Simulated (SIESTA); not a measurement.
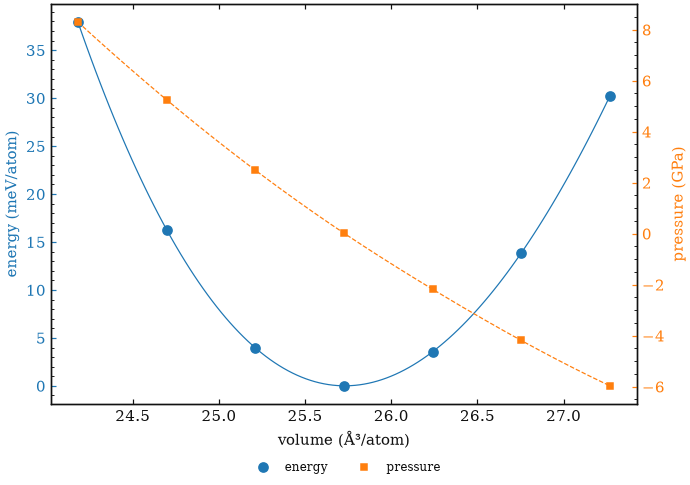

The figure shows the energy and pressure against volume for WS₂, space group P-3m1 (No. 164).

The given structure:
```cif
data_structure
_symmetry_space_group_name_H-M 'P 1'
_symmetry_Int_Tables_number 1
_cell_length_a 3.1831
_cell_length_b 3.1831
_cell_length_c 35.1806
_cell_angle_alpha 90.000
_cell_angle_beta 90.000
_cell_angle_gamma 120.000
_cell_volume 308.70
loop_
_atom_site_label
_atom_site_type_symbol
_atom_site_fract_x
_atom_site_fract_y
_atom_site_fract_z
_atom_site_occupancy
W1 W 0.33333 0.66667 0.59232 1
W2 W 0.33333 0.66667 0.22340 1
W3 W 0.66667 0.33333 0.77660 1
W4 W 0.66667 0.33333 0.40768 1
S1 S 0.33333 0.66667 0.82115 1
S2 S 0.33333 0.66667 0.45202 1
S3 S 0.66667 0.33333 0.63662 1
S4 S 0.66667 0.33333 0.26774 1
S5 S 0.33333 0.66667 0.73226 1
S6 S 0.33333 0.66667 0.36338 1
S7 S 0.66667 0.33333 0.54798 1
S8 S 0.66667 0.33333 0.17885 1
```

Calculation (SIESTA 5.4.2): DFT in numerical atomic orbitals with pseudopotentials, no spin polarisation; energies at scaled volumes of the given cell, shape and fractions fixed, counted from the fit's minimum, third-order Birch-Murnaghan fit. Level: PBEsol.

k mesh 8×8×1; occupations Fermi–Dirac; smearing width 0.05 eV; potentials PseudoDojo 0.4 standard, converted to PSML, two zetas on semicore shells; program settings basis DZP, mesh cutoff 800 Ry.

### Give the fitted equation-of-state parameters.

A third-order Birch–Murnaghan fit gives V0 = 25.73 Å³/atom, B0 = 117 GPa and B′ = 4.3.

### Read off the course of the pressure.

It falls from 8.30 GPa at volume 24.18 Å³/atom to −5.97 GPa at 27.27 Å³/atom, and changes sign near 25.73 Å³/atom.

Limits of the calculation: mulliken charges of long orbitals; short basis over semicore shells; shape and atomic fractions are frozen while scaling, which makes layered, chain and framework solids too stiff.
